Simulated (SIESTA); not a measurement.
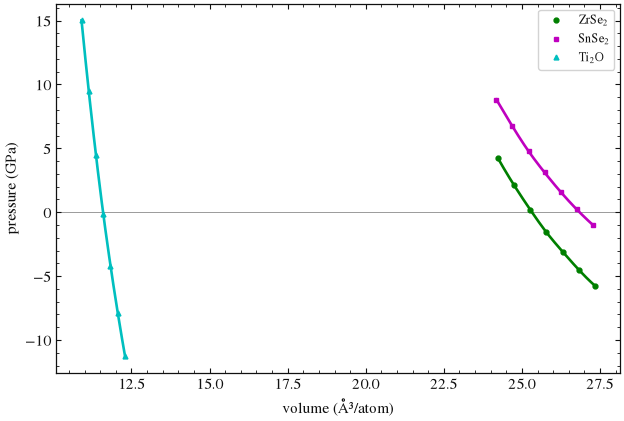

The plot gives the computed pressure against volume, with one curve for each compound, for SnSe₂, Ti₂O and ZrSe₂ (all in space group P-3m1 (No. 164)).

Method: DFT in numerical atomic orbitals with pseudopotentials, no spin polarisation; energies at scaled volumes of the given cell, shape and fractions fixed, counted from the fit's minimum, third-order Birch-Murnaghan fit (SIESTA 5.4.2). Level: LDA.

- occupations: Fermi–Dirac
- smearing width: 0.05 eV
- potentials: PseudoDojo 0.4 standard, converted to PSML, two zetas on semicore shells

Settings that differ: ZrSe2: k mesh 8×8×5; SnSe2: k mesh 8×8×5; Ti2O: k mesh 10×10×6.

> Order the curves by fitted equilibrium volume, smallest first.

Ti₂O 11.590, ZrSe₂ 25.319, SnSe₂ 26.841 Å³/atom.

> Order the curves by fitted bulk modulus, smallest first.

SnSe₂ 66.0, ZrSe₂ 88.0, Ti₂O 215.8 GPa.

> For ZrSe₂: how does the pressure vary with volume?

It falls from 4.21 GPa at volume 24.24 Å³/atom to −5.74 GPa at 27.33 Å³/atom, and changes sign near 25.32 Å³/atom.

> For SnSe₂: what does the pressure do across the range?

It falls from 8.82 GPa at volume 24.18 Å³/atom to −0.99 GPa at 27.27 Å³/atom, and changes sign near 26.85 Å³/atom.

> For Ti₂O: what does the pressure do across the range?

It falls from 15.02 GPa at volume 10.90 Å³/atom to −11.24 GPa at 12.29 Å³/atom, and changes sign near 11.59 Å³/atom.

Keep in mind: mulliken charges of long orbitals; shape and atomic fractions are frozen while scaling, which makes layered, chain and framework solids too stiff.
